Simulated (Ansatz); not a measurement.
# Two runs on AlCu

System: AlCu (Pm-3m, 2 atoms in the cell).
Method of run 1: DFT r2SCAN, scalar-relativistic, plane waves, PAW, no spin polarisation (Ansatz 0.2.0).

The structure derives from a Materials Project entry. Text and figures count atoms from 1; the logs count them from 0 in places.

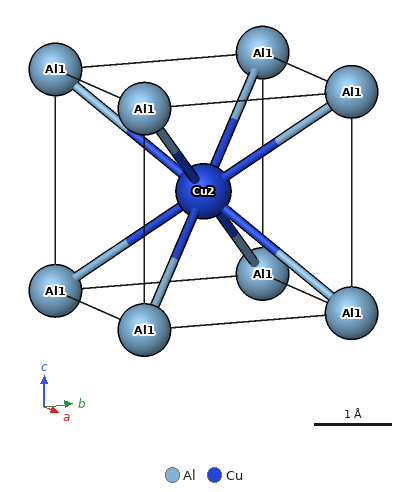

The input geometry (ball-and-stick view of the cell of the calculation, seen slightly off an axis; atoms are numbered from 1 in the order of the input). An atom can appear more than once, as a periodic image. Near neighbours in the periodic cell (some may lie outside the picture): Al has 8 Cu at 2.56 Å; Cu has 8 Al at 2.56 Å.

## Input file, run 1
```yaml
crystal:
  lattice:
    - [2.9568445737, 0.0, 0.0]
    - [0.0, 2.9568445737, 0.0]
    - [0.0, 0.0, 2.9568445737]
  atoms:
    - { symbol: Al, position: [0.0, 0.0, 0.0] }
    - { symbol: Cu, position: [0.5, 0.5, 0.5] }
basis:
  ecutwfc: 500
kpoints:
  mp_grid: { grid: [20, 20, 20] }
hamiltonian:
  xc: r2scan
scf:
  occupations: { method: gaussian, width: 0.15 }
output:
  forces: true
  stress: true
  eigenvalues: true
```

Launched with:
```bash
ansatz run input.yaml --threads 1 --pin off --max-ram 2560MiB --backend cpu --events-out ev --progress --plain --runs-dir out
```

Hardware: 1 thread of Intel Xeon @ 2.50GHz (Skylake/Cascade Lake), 189 GiB of memory available, shared host.

## Output, shortened to warnings, some set-up lines, iterations and results (run 1)
```
Basis set: ecut = 500 eV, 691 PW (Γ), exchange–correlation on 96×96×96 points (64 copies of the dense FFT grid, shifted against one another)
Symmetry: 48 space group operations
k-points: 286 of 8000
Initial density: superposition of atomic densities (neutral atoms: chi_scale 0, normalization atom), corrected by the library's trained network
[...]
SCF iter   1: F=—  HF=-7171.995006 eV  |F-HF|=—  |Δ(HF+E_count)|=         —  Δρ=2.55e-2  dr2=1.17e-1  dr2_τ=6.86e-3  ethr=1.77e-3  ⟨swp⟩=4.1  Hψ=19206  notcnv=0
SCF iter   2: F=—  HF=-7172.000632 eV  |F-HF|=—  |Δ(HF+E_count)|=   5.63e-3  Δρ=1.51e-2  dr2=2.78e-2  dr2_τ=6.75e-4  ethr=5.30e-4  ⟨swp⟩=2.0  Hψ=9403  notcnv=0  defer=21
SCF iter   3: F=—  HF=-7171.986771 eV  |F-HF|=—  |Δ(HF+E_count)|=   1.39e-2  Δρ=2.42e-3  dr2=2.03e-3  dr2_τ=1.22e-5  ethr=1.26e-4  ⟨swp⟩=2.1  Hψ=7367  notcnv=0  defer=21
SCF iter   4: F=—  HF=-7171.985973 eV  |F-HF|=—  |Δ(HF+E_count)|=   7.97e-4  Δρ=9.79e-4  dr2=1.71e-4  dr2_τ=1.18e-6  ethr=9.22e-6  ⟨swp⟩=2.0  Hψ=6399  notcnv=0  defer=21
SCF iter   5: F=—  HF=-7171.986002 eV  |F-HF|=—  |Δ(HF+E_count)|=   2.88e-5  Δρ=1.63e-4  dr2=6.63e-6  dr2_τ=1.51e-7  ethr=7.78e-7  ⟨swp⟩=2.2  Hψ=5999  notcnv=0  defer=21
SCF iter   6: F=—  HF=-7171.985988 eV  |F-HF|=—  |Δ(HF+E_count)|=   1.41e-5  Δρ=7.20e-5  dr2=1.54e-6  dr2_τ=1.47e-8  ethr=3.01e-8  ⟨swp⟩=2.5  Hψ=6307  notcnv=0  defer=21
SCF iter   7: F=-7171.985988 eV  HF=-7171.985988 eV  |F-HF|=6.14e-8  |Δ(HF+E_count)|=   1.44e-7  Δρ=2.06e-5  dr2=8.71e-8  dr2_τ=3.13e-10  ethr=4.55e-10  ⟨swp⟩=3.1  Hψ=15299  …
SCF 1 converged in 7 iterations: F = -7171.985988 eV  dr2 = 8.71e-8
SCF converged after 7 iterations
Free energy (F): -7171.985988 eV
Harris-Foulkes:  -7171.985988 eV  (|F-HF|=6.14e-8)
Internal energy: -7171.978572 eV  (E = F + TS)
E sigma→0 (E₀):  -7171.982280 eV
Entropy (-TS):   -0.007416 eV (-3.708 meV/atom)
Fermi energy:    13.739684 eV
--- Per-component energies (eV) ---
  E_band       = -447.355058
  E_kinetic    = 324.549274
  E_local      = -5160.155115  (includes V_loc(G=0)·N_el)
  E_nonlocal   = 400.938431
  E_hartree    = 2312.079247
  E_xc         = -121.966757
  E_vxc        = -158.530898  (∫ρ·V_xc dr)
  E_paw        = -2148.226213  (= ΣΔE_a)
  E_vpaw       = -488.997000  (= ΣTr[D̂ρ^β])
  E_aug_tail   = 0.000146  (compensation charges beyond the density's cutoff)
  E_vtau       = 10.709495  (kinetic-family band-sum trace: ∫τ·v_τ [+ j·A + Jᵃ·Aᵃ] dr)
  E_ewald      = -2778.836368
  E_core_change = -0.361216  (= ΣΔE_core)
  E_smearing   = -0.007416  (= −TS)
  E_closure    = -0.000000  (closes the sum)
  Σ components = -7171.985988   (vs F -7171.985988, Δ=0.00e0)
--- Forces (eV/Å), atoms counted from 1 ---
  atom   1  Al     0.00000000    -0.00000000    -0.00000000
  atom   2  Cu     0.00000000    -0.00000000     0.00000000
  max |Σ_I F_I| component: 7.15e-29 eV/Å
--- Stress (GPa, compression-positive) ---
        0.019153       0.000000       0.000000
        0.000000       0.019153       0.000000
        0.000000       0.000000       0.019153
  P = ⅓ Tr σ = 0.0192 GPa (0.192 kbar)
```

The input of run 2 differs as follows (lines with − go, lines with + come):
```diff
-  mp_grid: { grid: [20, 20, 20] }
+  mp_grid: { grid: [22, 22, 22] }
+  write_density: true
+  write_potential: true
+  elf: true
+  volumetric_format: npy
```

What does this change do to the results?

The free energy of run 2 is 1.8 meV per atom lower, which measures how much it depends on this numerical setting. The number of SCF iterations is the same. The irreducible k-points go from 286 to 364. On the same kind of shared host run 2 took about 1.7 times as long.

## Output, shortened to warnings, some set-up lines, iterations and results (run 2)
```
Basis set: ecut = 500 eV, 691 PW (Γ), exchange–correlation on 96×96×96 points (64 copies of the dense FFT grid, shifted against one another)
Symmetry: 48 space group operations
k-points: 364 of 10648
Initial density: superposition of atomic densities (neutral atoms: chi_scale 0, normalization atom), corrected by the library's trained network
[...]
SCF iter   1: F=—  HF=-7171.998161 eV  |F-HF|=—  |Δ(HF+E_count)|=         —  Δρ=2.53e-2  dr2=1.15e-1  dr2_τ=6.88e-3  ethr=1.77e-3  ⟨swp⟩=4.1  Hψ=24434  notcnv=0
SCF iter   2: F=—  HF=-7172.003936 eV  |F-HF|=—  |Δ(HF+E_count)|=   5.78e-3  Δρ=1.49e-2  dr2=2.69e-2  dr2_τ=6.66e-4  ethr=5.22e-4  ⟨swp⟩=2.0  Hψ=11975  notcnv=0  defer=23
SCF iter   3: F=—  HF=-7171.990363 eV  |F-HF|=—  |Δ(HF+E_count)|=   1.36e-2  Δρ=2.45e-3  dr2=2.04e-3  dr2_τ=1.26e-5  ethr=1.22e-4  ⟨swp⟩=2.1  Hψ=9363  notcnv=0  defer=23
SCF iter   4: F=—  HF=-7171.989576 eV  |F-HF|=—  |Δ(HF+E_count)|=   7.87e-4  Δρ=9.65e-4  dr2=1.66e-4  dr2_τ=1.16e-6  ethr=9.25e-6  ⟨swp⟩=2.0  Hψ=8138  notcnv=0  defer=23
SCF iter   5: F=—  HF=-7171.989603 eV  |F-HF|=—  |Δ(HF+E_count)|=   2.73e-5  Δρ=1.63e-4  dr2=6.64e-6  dr2_τ=1.52e-7  ethr=7.55e-7  ⟨swp⟩=2.2  Hψ=7485  notcnv=0  defer=23
SCF iter   6: F=—  HF=-7171.989589 eV  |F-HF|=—  |Δ(HF+E_count)|=   1.47e-5  Δρ=7.26e-5  dr2=1.55e-6  dr2_τ=1.49e-8  ethr=3.02e-8  ⟨swp⟩=2.3  Hψ=8067  notcnv=0  defer=23
SCF iter   7: F=-7171.989589 eV  HF=-7171.989589 eV  |F-HF|=5.88e-8  |Δ(HF+E_count)|=   1.48e-7  Δρ=2.02e-5  dr2=8.40e-8  dr2_τ=3.06e-10  ethr=4.55e-10  ⟨swp⟩=6.0  Hψ=30897  …
SCF 1 converged in 7 iterations: F = -7171.989589 eV  dr2 = 8.40e-8
SCF converged after 7 iterations
Free energy (F): -7171.989589 eV
Harris-Foulkes:  -7171.989589 eV  (|F-HF|=5.88e-8)
Internal energy: -7171.984107 eV  (E = F + TS)
E sigma→0 (E₀):  -7171.986848 eV
Entropy (-TS):   -0.005482 eV (-2.741 meV/atom)
Fermi energy:    13.717490 eV
--- Per-component energies (eV) ---
  E_band       = -447.390371
  E_kinetic    = 324.542017
  E_local      = -5160.136991  (includes V_loc(G=0)·N_el)
  E_nonlocal   = 400.955240
  E_hartree    = 2312.062427
  E_xc         = -121.963285
  E_vxc        = -158.522015  (∫ρ·V_xc dr)
  E_paw        = -2148.246077  (= ΣΔE_a)
  E_vpaw       = -489.032619  (= ΣTr[D̂ρ^β])
  E_aug_tail   = 0.000146  (compensation charges beyond the density's cutoff)
  E_vtau       = 10.706350  (kinetic-family band-sum trace: ∫τ·v_τ [+ j·A + Jᵃ·Aᵃ] dr)
  E_ewald      = -2778.836368
  E_core_change = -0.361216  (= ΣΔE_core)
  E_smearing   = -0.005482  (= −TS)
  E_closure    = 0.000000  (closes the sum)
  Σ components = -7171.989589   (vs F -7171.989589, Δ=0.00e0)
--- Forces (eV/Å), atoms counted from 1 ---
  atom   1  Al    -0.00000000     0.00000000     0.00000000
  atom   2  Cu     0.00000000     0.00000000    -0.00000000
  max |Σ_I F_I| component: 4.24e-30 eV/Å
--- Stress (GPa, compression-positive) ---
       -0.054772       0.000000       0.000000
        0.000000      -0.054772       0.000000
        0.000000       0.000000      -0.054772
  P = ⅓ Tr σ = -0.0548 GPa (-0.548 kbar)
```

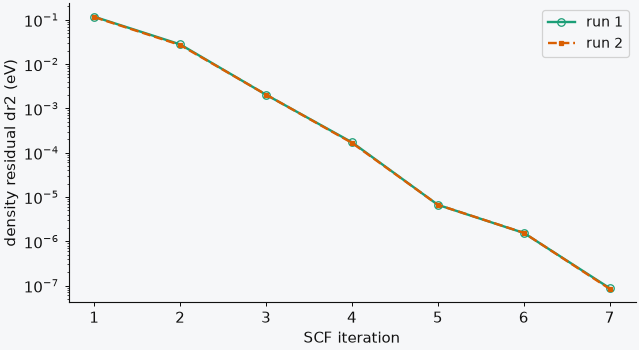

Convergence of the two runs: density residual dr2 against the SCF iteration. Run 1 takes 7 iterations in all, and run 2 takes 7.

## The two runs side by side

| quantity | run 1 | run 2 |
| --- | --- | --- |
| outcome | converged | converged |
| free energy per atom (eV) | −3585.9930 | −3585.9948 |
| energy per atom, smearing taken to zero (eV) | −3585.9911 | −3585.9934 |
| gap on the mesh (eV) | 0.00 | 0.00 |
| pressure (GPa) | 0.02 | −0.05 |
| largest force (eV/Å) | 0.000 | 0.000 |
| SCF iterations | 7 | 7 |
| irreducible k-points | 286 | 364 |
| plane waves at Γ | 691 | 691 |
| wall time (shared host) | 24 s | 41 s |
